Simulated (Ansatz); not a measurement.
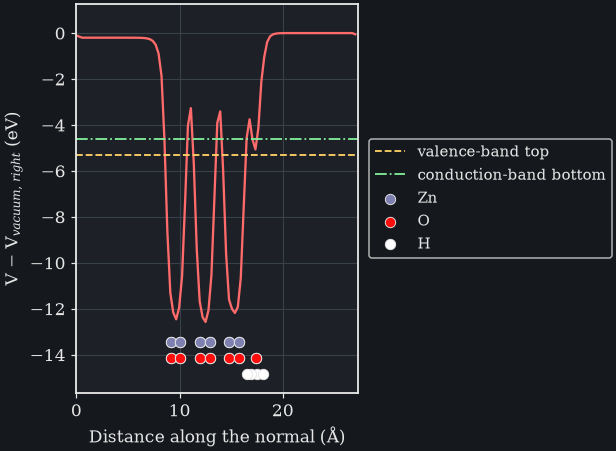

Plane-averaged electrostatic potential energy of an electron across the slab; circles at the bottom mark the heights of the atoms.

The material is a (100) slab cut from ZnO (P6_3mc), of composition Zn₆H₂O₇ (not the bulk's), ended by ZnO planes, 30 atoms in the cell, the slab at its places in the relaxed adsorbed structure; a = 6.51 Å, b = 5.26 Å, c = 27.30 Å, α = 90.00°, β = 90.00°, γ = 90.00°.

Method: DFT PBE+D3(BJ), scalar-relativistic, plane waves, PAW, no spin polarisation, 3×3×1 k mesh, 420 eV cutoff, Gaussian smearing of 0.05 eV (Ansatz).

**What are the ionisation potential and the electron affinity of the slab?**

From the vacuum level at the right face the ionisation potential is 5.31 eV and the electron affinity 4.60 eV; at the left face they are 5.11 and 4.40 eV. The slab's gap, their difference before rounding, is 0.71 eV.

**Do the two faces differ, and what does that say about the slab's dipole?**

The vacuum levels differ by 0.20 eV, so the slab carries a dipole along its normal.

**How thick are slab and vacuum?**

The outermost atoms are 9.0 Å apart, which leaves 18.3 Å of vacuum in a cell 27.3 Å high.

The atoms aren't at rest in this cell (largest force 1.8 eV/Å), so the relaxed material can differ.
